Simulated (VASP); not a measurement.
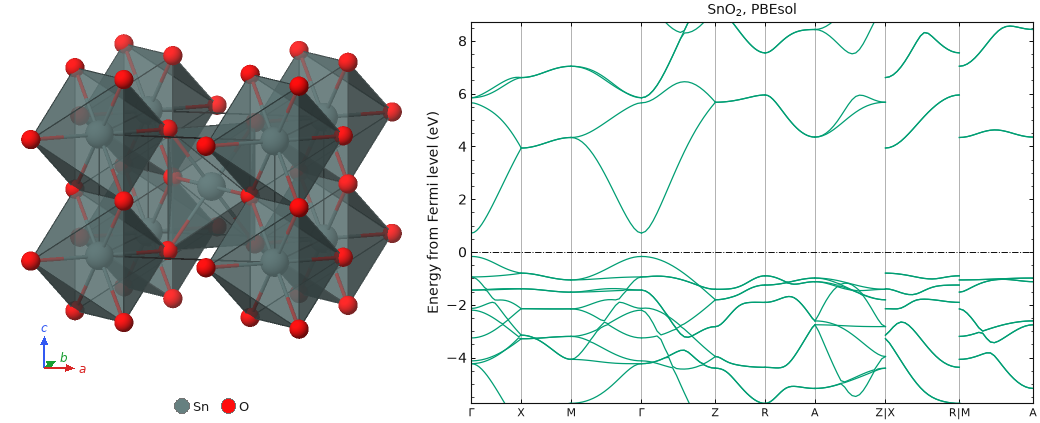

Band structure of rutile-type SnO₂, space group P4_2/mnm (No. 136), 6 atoms in the cell (a = 4.770 Å, c = 3.216 Å (tetragonal axes)), beside the structure. Method: PBEsol, VASP PAW PBE potentials, release 64 (Sn_d, O), no spin polarisation, no spin-orbit coupling, 3×3×4 k mesh, 520 eV cutoff, Gaussian smearing of 0.02 eV (VASP 6.6.1). Energies are counted from the Fermi level.

The material is gapped. The gap along this path is 0.89 eV and direct: both edges lie at Γ. The top valence level at Γ is a single band, not degenerate (spin aside). The top valence band spans 1.2 eV and the lowest conduction band 5.2 eV. The direct gaps are 5.40 eV at M, 5.34 eV at A and 6.85 eV at R.

The k mesh is coarse (spacing up to 0.49 Å⁻¹), so the values aren't converged. The PAW data sets were made with another functional. LDA, GGA and most meta-GGA functionals understate gaps. The cell was derived from a database entry in an earlier step, so it needn't be the measured one.
